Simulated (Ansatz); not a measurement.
```cif
data_structure
_symmetry_space_group_name_H-M 'P 1'
_symmetry_Int_Tables_number 1
_cell_length_a 4.2853
_cell_length_b 4.2853
_cell_length_c 10.9907
_cell_angle_alpha 90.000
_cell_angle_beta 90.000
_cell_angle_gamma 90.000
_cell_volume 201.83
loop_
_atom_site_label
_atom_site_type_symbol
_atom_site_fract_x
_atom_site_fract_y
_atom_site_fract_z
_atom_site_occupancy
Sn1 Sn 0.50000 0.00000 0.37663 1
Sn2 Sn 0.00000 0.50000 0.62337 1
Se1 Se 0.50000 0.00000 0.62059 1
Se2 Se 0.00000 0.50000 0.37941 1
```

Space group P4/nmm; a structure from a database of computed crystals, not necessarily the ambient phase.

All numbers below come from DFT LDA, scalar-relativistic, plane waves, PAW (Ansatz 0.2.0).

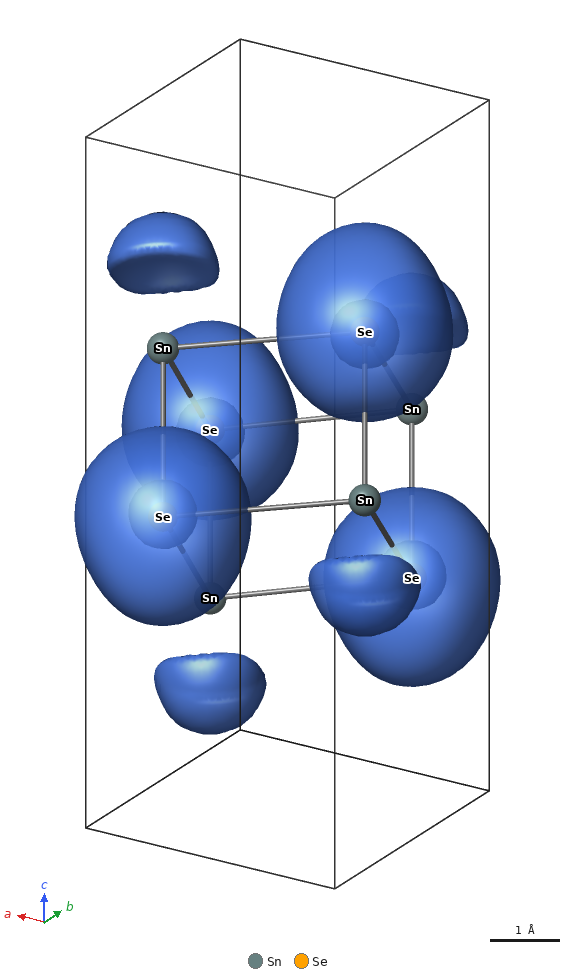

SnSe. Isosurface of the electron localisation function at 0.6 (blue), seen at an oblique angle. Only the valence region is drawn (cores and ρ < 0.01 e/Å³ removed). Sticks mark near contacts.

In a PAW calculation such maps are meaningful between the atoms, not at the nuclei.

### Describe the localisation domains.

At this value the surface marks out two lobes on Sn, pointing away from the bonds (lone pairs) and two regions wrapped around Se (the valence shell of each), counted in one cell of 4 atoms. Any copies at cell faces, edges or corners count once.

Values along the shortest contacts:
Sn–Se (2.68 Å): the ELF is about 0.55 at the midpoint. Sn–Se (3.03 Å): the ELF is about 0.35 at the midpoint.

### Metal or insulator at this level of theory?

It is gapped, with a Kohn–Sham gap of 1.5 eV on the k-point mesh, an upper bound to the gap of this method.
